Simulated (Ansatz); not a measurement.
**Geometry relaxation of Cu (part 3 of 3)**

Cu (slab, 28 atoms in the cell); DFT PBE+D3(BJ), scalar-relativistic, plane waves, PAW, no spin polarisation (Ansatz 0.2.0); cutoff 420 eV, 6×4×1 k-mesh, Gaussian smearing of 0.1 eV. The structure derives from an entry of the Crystallography Open Database. The input holds or restrains some coordinates. Forces given for the steps count only the free coordinates.

### Output, continued
```
  k-point 13: bands = ["-110.0139", "-110.0139", "-110.0137", "-110.0137", "-110.0033", "-110.0033", "-110.0031", "-110.0031", "-109.9682", "-109.9682", ... 110 levels left out ..., "-2.4689", "-2.4689", "-1.9494", "-1.9494", "-1.8253", "-1.8253", "-1.7846", "-1.7846", "-1.7364", "-1.7364", "-1.4804", "-1.4804", "-1.4356", "-1.4356", "-1.4141", "-1.4141", "-1.3650", "-1.3650", "-1.2946", "-1.2946", "-1.2501", "-1.2501", "-1.1541", "-1.1541", "-1.0329", "-1.0329", "-1.0184", "-1.0184", "-0.9485",
      "-0.9485", "-0.9098", "-0.9098", "-0.8706", "-0.8706", "-0.8108", "-0.8108", "-0.7110", "-0.7110", "-0.6960", "-0.6960", "-0.6431", "-0.6431", "-0.6207", "-0.6207", "-0.5975", "-0.5975", "-0.5258", "-0.5258", "-0.5196", "-0.5196", "-0.4511", "-0.4511", "-0.4136", "-0.4136", "-0.3819", "-0.3819", "-0.3185", "-0.3185", "-0.2727", "-0.2727", "-0.1619", "-0.1619", "-0.1432", "-0.1432", "-0.1118", "-0.1118", "-0.0585", "-0.0585", "-0.0262",
      "-0.0262", "0.0506", "0.0506", "0.1014", "0.1014", "0.1350", "0.1350", "0.1667", "0.1667", "0.1958", "0.1958", "0.2159", "0.2159", "0.2540", "0.2540", "0.3241", "0.3241", "0.3467", "0.3467", "0.3517", "0.3517", "0.3778", "0.3778", "0.3966", "0.3966", "0.4109", "0.4109", "0.4675", "0.4675", "0.5203", "0.5203", "0.5465", "0.5465", "0.5641", "0.5641", "0.6191", "0.6191", "0.6453", "0.6453", "0.6781",
      "0.6781", "0.7292", "0.7292", "0.7682", "0.7682", "0.8271", "0.8271", "0.8430", "0.8430", "0.8820", "0.8820", "0.9060", "0.9060", "0.9441", "0.9441", "0.9584", "0.9584", "0.9995", "0.9995", "1.0437", "1.0437", "1.0776", "1.0776", "1.1267", "1.1267", "1.1820", "1.1820", "1.1824", "1.1824", "1.3186", "1.3186", "1.7007", "1.7007", "1.7115", "1.7115", "2.2325", "2.2325", "2.7486", "2.7486", "3.5401",
      "3.5401", "4.1049", "4.1049", "4.2196", "4.2196", "4.7357", "4.7357", "5.3176", "5.3176", "5.8465", "5.8465", "6.2089", "6.2089", "6.9635", "6.9635", "7.3676", "7.3676", "7.8410", "7.8410", "8.5301", "8.5301", "8.6021", "8.6021", "9.0647", "9.0647", "9.2667", "9.2667", "9.3476", "9.3476", "9.5102", "9.5102", "9.5368", "9.5368", "9.6618", "9.6618", "9.9142", "9.9142", "10.2633", "10.2633", "10.6317",
      "10.6317", "10.6794", "10.6794", "10.8572", "10.8572", "10.9308", "10.9308", "11.3011", "11.3011", "11.4797", "11.4797"]
--- Relaxed structure (4 steps of the walk, 4 accepted, 0 SCFs on fresh bases) ---
  F+E_penalty+E_count = -185508.11528444 eV   max|allowed force component| = 9.610e-3 eV/Å
  atoms:
    - { symbol: Cu, position: [0.13636363634999996, 0.7727272727, 0.362529285] }
    - { symbol: Cu, position: [0.13636363635, 0.2727272727, 0.362529285] }
    - { symbol: Cu, position: [0.63636363635, 0.7727272727, 0.362529285] }
    - { symbol: Cu, position: [0.6363636363500002, 0.2727272727, 0.362529285] }
    - { symbol: Cu, position: [0.27272727275, 0.5454545455000002, 0.4083528567] }
    - { symbol: Cu, position: [0.27272727275, 0.0454545455, 0.4083528567] }
    - { symbol: Cu, position: [0.7727272727500001, 0.5454545455, 0.4083528567] }
    - { symbol: Cu, position: [0.7727272727500001, 0.0454545455, 0.4083528567] }
    - { symbol: Cu, position: [0.4090909091, 0.31818181819999997, 0.45417642830000005] }
    - { symbol: Cu, position: [0.4090909091, 0.8181818182, 0.45417642830000005] }
    - { symbol: Cu, position: [0.9090909091000001, 0.3181818182, 0.45417642830000005] }
    - { symbol: Cu, position: [0.9090909091000001, 0.8181818181999999, 0.45417642830000005] }
    - { symbol: Cu, position: [0.5445859952426977, 0.0888475540145666, 0.5013694647596588] }
    - { symbol: Cu, position: [0.5445859952426977, 0.5888475540145667, 0.5013694647596588] }
    - { symbol: Cu, position: [0.044585995242697685, 0.08884755401456661, 0.5013694647596588] }
    - { symbol: Cu, position: [0.04458599524269771, 0.5888475540145666, 0.5013694647596588] }
    - { symbol: Cu, position: [0.6795283050888699, 0.85847261581079, 0.5466598267322752] }
    - { symbol: Cu, position: [0.6795283050888699, 0.35847261581079, 0.5466598267322752] }
    - { symbol: Cu, position: [0.17952830508886994, 0.85847261581079, 0.5466598267322752] }
    - { symbol: Cu, position: [0.17952830508886997, 0.35847261581079004, 0.5466598267322752] }
    - { symbol: Cu, position: [0.8166775966989073, 0.6325921630176903, 0.5953805992260971] }
    - { symbol: Cu, position: [0.8166775966989073, 0.13259216301769017, 0.5953805992260971] }
    - { symbol: Cu, position: [0.31667759669890727, 0.6325921630176903, 0.5953805992260971] }
    - { symbol: Cu, position: [0.31667759669890727, 0.1325921630176902, 0.5953805992260971] }
    - { symbol: Cu, position: [0.9528020735829561, 0.40439760754532017, 0.6362774823989734] }
    - { symbol: Cu, position: [0.9528020735829561, 0.9043976075453202, 0.6362774823989734] }
    - { symbol: Cu, position: [0.452802073582956, 0.4043976075453201, 0.6362774823989734] }
    - { symbol: Cu, position: [0.45280207358295604, 0.9043976075453202, 0.6362774823989734] }
```

### Trajectory as extended XYZ (Å, eV, eV/Å), 4 frames, from step=1 to step=4
```
28
Lattice="5.0394 0.0000 0.0000 -2.5197 8.3568 0.0000 0.0000 0.0000 23.4464" Properties=species:S:1:pos:R:3:forces:R:3 step=1 energy=-185508.02554
Cu   -1.2598    6.4576    8.5000   -0.0021   0.0011   0.2928
Cu    0.0000    2.2791    8.5000   -0.0021   0.0011   0.2928
Cu    1.2598    6.4576    8.5000   -0.0021   0.0011   0.2928
Cu    2.5197    2.2791    8.5000   -0.0021   0.0011   0.2928
Cu    0.0000    4.5583    9.5744   -0.0012   0.0001  -0.3521
Cu    1.2598    0.3799    9.5744   -0.0012   0.0001  -0.3521
Cu    2.5197    4.5583    9.5744   -0.0012   0.0001  -0.3521
Cu    3.7795    0.3799    9.5744   -0.0012   0.0001  -0.3521
Cu    1.2598    2.6590   10.6488   -0.0002   0.0591  -0.1419
Cu    0.0000    6.8374   10.6488   -0.0002   0.0591  -0.1419
Cu    3.7795    2.6590   10.6488   -0.0002   0.0591  -0.1419
Cu    2.5197    6.8374   10.6488   -0.0002   0.0591  -0.1419
Cu    2.5197    0.7597   11.7232    0.0000   0.0000   0.0000
Cu    1.2598    4.9381   11.7232    0.0000   0.0000   0.0000
Cu    0.0000    0.7597   11.7232    0.0000   0.0000   0.0000
Cu   -1.2598    4.9381   11.7232    0.0000   0.0000   0.0000
Cu    1.2598    7.2173   12.7976    0.0002  -0.0591   0.1419
Cu    2.5197    3.0389   12.7976    0.0002  -0.0591   0.1419
Cu   -1.2598    7.2173   12.7976    0.0002  -0.0591   0.1419
Cu    0.0000    3.0389   12.7976    0.0002  -0.0591   0.1419
Cu    2.5197    5.3180   13.8720    0.0012  -0.0001   0.3521
Cu    3.7795    1.1396   13.8720    0.0012  -0.0001   0.3521
Cu    0.0000    5.3180   13.8720    0.0012  -0.0001   0.3521
Cu    1.2598    1.1396   13.8720    0.0012  -0.0001   0.3521
Cu    3.7795    3.4187   14.9464    0.0021  -0.0011  -0.2927
Cu    2.5197    7.5971   14.9464    0.0021  -0.0011  -0.2927
Cu    1.2598    3.4187   14.9464    0.0021  -0.0011  -0.2927
Cu    0.0000    7.5971   14.9464    0.0021  -0.0011  -0.2927
28
Lattice="5.0394 0.0000 0.0000 -2.5197 8.3568 0.0000 0.0000 0.0000 23.4464" Properties=species:S:1:pos:R:3:forces:R:3 step=2 energy=-185508.07274
Cu   -1.2598    6.4576    8.5000   -0.0022   0.0007   0.2954
Cu    0.0000    2.2791    8.5000   -0.0022   0.0007   0.2954
Cu    1.2598    6.4576    8.5000   -0.0022   0.0007   0.2954
Cu    2.5197    2.2791    8.5000   -0.0022   0.0007   0.2954
Cu    0.0000    4.5583    9.5744   -0.0007   0.0074  -0.3186
Cu    1.2598    0.3799    9.5744   -0.0007   0.0074  -0.3186
Cu    2.5197    4.5583    9.5744   -0.0007   0.0074  -0.3186
Cu    3.7795    0.3799    9.5744   -0.0007   0.0074  -0.3186
Cu    1.2598    2.6590   10.6488    0.0005   0.0398  -0.1008
Cu    0.0000    6.8374   10.6488    0.0005   0.0398  -0.1008
Cu    3.7795    2.6590   10.6488    0.0005   0.0398  -0.1008
Cu    2.5197    6.8374   10.6488    0.0005   0.0398  -0.1008
Cu    2.5199    0.7553   11.7339    0.0000   0.0011   0.0004
Cu    1.2601    4.9337   11.7339    0.0000   0.0011   0.0004
Cu    0.0002    0.7553   11.7339    0.0000   0.0011   0.0004
Cu   -1.2596    4.9337   11.7339    0.0000   0.0011   0.0004
Cu    1.2603    7.2063   12.8072    0.0001  -0.0507   0.0705
Cu    2.5201    3.0279   12.8072    0.0001  -0.0507   0.0705
Cu   -1.2594    7.2063   12.8072    0.0001  -0.0507   0.0705
Cu    0.0004    3.0279   12.8072    0.0001  -0.0507   0.0705
Cu    2.5203    5.3096   13.8993    0.0005   0.0029   0.2455
Cu    3.7801    1.1312   13.8993    0.0005   0.0029   0.2455
Cu    0.0006    5.3096   13.8993    0.0005   0.0029   0.2455
Cu    1.2604    1.1312   13.8993    0.0005   0.0029   0.2455
Cu    3.7803    3.4082   14.9382    0.0019  -0.0007  -0.1930
Cu    2.5205    7.5866   14.9382    0.0019  -0.0007  -0.1930
Cu    1.2606    3.4082   14.9382    0.0019  -0.0007  -0.1930
Cu    0.0008    7.5866   14.9382    0.0019  -0.0007  -0.1930
28
Lattice="5.0394 0.0000 0.0000 -2.5197 8.3568 0.0000 0.0000 0.0000 23.4464" Properties=species:S:1:pos:R:3:forces:R:3 step=3 energy=-185508.11528
Cu   -1.2598    6.4576    8.5000   -0.0025  -0.0006   0.3003
Cu    0.0000    2.2791    8.5000   -0.0025  -0.0006   0.3003
Cu    1.2598    6.4576    8.5000   -0.0025  -0.0006   0.3003
Cu    2.5197    2.2791    8.5000   -0.0025  -0.0006   0.3003
Cu    0.0000    4.5583    9.5744    0.0001   0.0207  -0.2592
Cu    1.2598    0.3799    9.5744    0.0001   0.0207  -0.2592
Cu    2.5197    4.5583    9.5744    0.0001   0.0207  -0.2592
Cu    3.7795    0.3799    9.5744    0.0001   0.0207  -0.2592
Cu    1.2598    2.6590   10.6488    0.0022  -0.0154  -0.0521
Cu    0.0000    6.8374   10.6488    0.0022  -0.0154  -0.0521
Cu    3.7795    2.6590   10.6488    0.0022  -0.0154  -0.0521
Cu    2.5197    6.8374   10.6488    0.0022  -0.0154  -0.0521
Cu    2.5205    0.7425   11.7553   -0.0002  -0.0091   0.0025
Cu    1.2607    4.9209   11.7553   -0.0002  -0.0091   0.0025
Cu    0.0008    0.7425   11.7553   -0.0002  -0.0091   0.0025
Cu   -1.2590    4.9209   11.7553   -0.0002  -0.0091   0.0025
Cu    1.2613    7.1741   12.8172    0.0004  -0.0016  -0.0071
Cu    2.5212    2.9957   12.8172    0.0004  -0.0016  -0.0071
Cu   -1.2584    7.1741   12.8172    0.0004  -0.0016  -0.0071
Cu    0.0015    2.9957   12.8172    0.0004  -0.0016  -0.0071
Cu    2.5216    5.2865   13.9595   -0.0003   0.0022   0.0097
Cu    3.7814    1.1081   13.9595   -0.0003   0.0022   0.0097
Cu    0.0019    5.2865   13.9595   -0.0003   0.0022   0.0097
Cu    1.2618    1.1081   13.9595   -0.0003   0.0022   0.0097
Cu    3.7826    3.3795   14.9184    0.0003   0.0035   0.0065
Cu    2.5227    7.5579   14.9184    0.0003   0.0035   0.0065
Cu    1.2629    3.3795   14.9184    0.0003   0.0035   0.0065
Cu    0.0030    7.5579   14.9184    0.0003   0.0035   0.0065
28
Lattice="5.0394 0.0000 0.0000 -2.5197 8.3568 0.0000 0.0000 0.0000 23.4464" Properties=species:S:1:pos:R:3:forces:R:3 step=4 energy=-185508.11528
Cu   -1.2598    6.4576    8.5000   -0.0025  -0.0007   0.3003
Cu    0.0000    2.2791    8.5000   -0.0025  -0.0007   0.3003
Cu    1.2598    6.4576    8.5000   -0.0025  -0.0007   0.3003
Cu    2.5197    2.2791    8.5000   -0.0025  -0.0007   0.3003
Cu    0.0000    4.5583    9.5744    0.0001   0.0207  -0.2593
Cu    1.2598    0.3799    9.5744    0.0001   0.0207  -0.2593
Cu    2.5197    4.5583    9.5744    0.0001   0.0207  -0.2593
Cu    3.7795    0.3799    9.5744    0.0001   0.0207  -0.2593
Cu    1.2598    2.6590   10.6488    0.0022  -0.0154  -0.0521
Cu    0.0000    6.8374   10.6488    0.0022  -0.0154  -0.0521
Cu    3.7795    2.6590   10.6488    0.0022  -0.0154  -0.0521
Cu    2.5197    6.8374   10.6488    0.0022  -0.0154  -0.0521
Cu    2.5205    0.7425   11.7553   -0.0002  -0.0091   0.0023
Cu    1.2607    4.9209   11.7553   -0.0002  -0.0091   0.0023
Cu    0.0008    0.7425   11.7553   -0.0002  -0.0091   0.0023
Cu   -1.2590    4.9209   11.7553   -0.0002  -0.0091   0.0023
Cu    1.2613    7.1741   12.8172    0.0004  -0.0015  -0.0072
Cu    2.5212    2.9957   12.8172    0.0004  -0.0015  -0.0072
Cu   -1.2584    7.1741   12.8172    0.0004  -0.0015  -0.0072
Cu    0.0015    2.9957   12.8172    0.0004  -0.0015  -0.0072
Cu    2.5216    5.2865   13.9595   -0.0003   0.0024   0.0096
Cu    3.7814    1.1081   13.9595   -0.0003   0.0024   0.0096
Cu    0.0019    5.2865   13.9595   -0.0003   0.0024   0.0096
Cu    1.2618    1.1081   13.9595   -0.0003   0.0024   0.0096
Cu    3.7826    3.3795   14.9184    0.0003   0.0036   0.0063
Cu    2.5227    7.5579   14.9184    0.0003   0.0036   0.0063
Cu    1.2629    3.3795   14.9184    0.0003   0.0036   0.0063
Cu    0.0030    7.5579   14.9184    0.0003   0.0036   0.0063
```

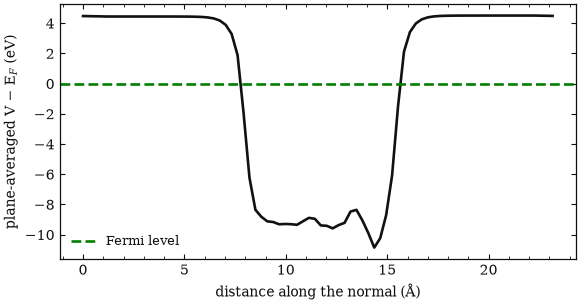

Plane average of the electrostatic potential energy of an electron across the cell, from the Fermi level. The vacuum level lies 4.51 eV above the Fermi level on the upper side and 4.45 eV on the lower.

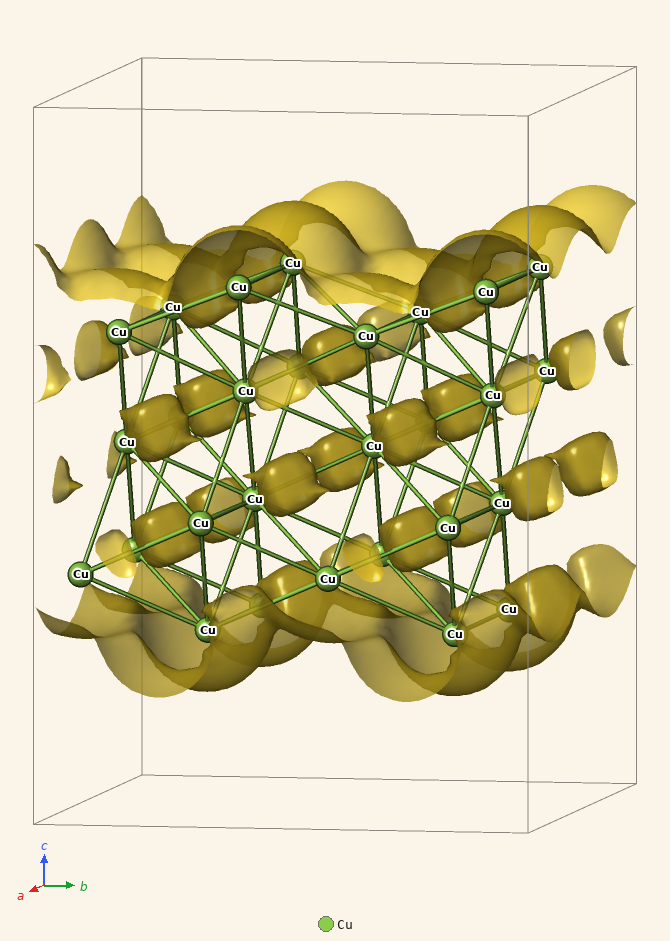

Isosurface of the valence electron density at 0.2 e/Å³ (yellow), seen slightly off an axis. Sticks mark near contacts. At this value the density is joined into sheets; it holds about 100 % of the electrons treated as valence (semicore included). On the grid the lowest density along these lines, outside the cores, is 0.31 e/Å³ (Cu–Cu, 2.47 Å), 0.29 e/Å³ (Cu–Cu, 2.52 Å) and 0.27 e/Å³ (Cu–Cu, 2.56 Å). The fields are those of the smooth PAW valence density.

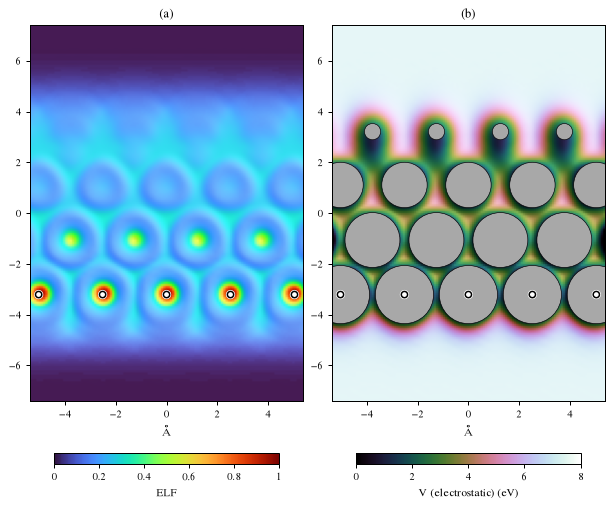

(a) ELF; (b) electrostatic potential energy of an electron on the (010) plane of the calculation cell, a cut from vacuum to vacuum. Circles mark the nuclei in the plane (Cu). Grey discs, where drawn, cover atomic cores. Cu–Cu (2.52 Å): the ELF is about 0.25 at the midpoint (no shared electron pair). The strong features right at Cu lie inside the PAW spheres (semicore, d or f shells) and say nothing about bonding.

### Results in brief

```csv
quantity,value
outcome,converged under the restraints of the input
electrons treated,532
free energy,−185508.1153 eV
"work function, top face",4.51 eV
"work function, bottom face",4.45 eV
Fermi energy,2.679 eV
gap on the k-point mesh,none (metallic)
final volume,987.40 Å³
work function (upper face),4.51 eV
"largest force (length of the vector) at the end, held atoms and coordinates included",0.300 eV/Å
hardware,"8 threads of Arm Neoverse V1, 24 GiB of memory available, shared host"
wall time,9.2 min (CPU time 73 min)
peak memory,11 GiB
```

### Notes

The program warns: the k-point mesh lowers the symmetry that the run can use.
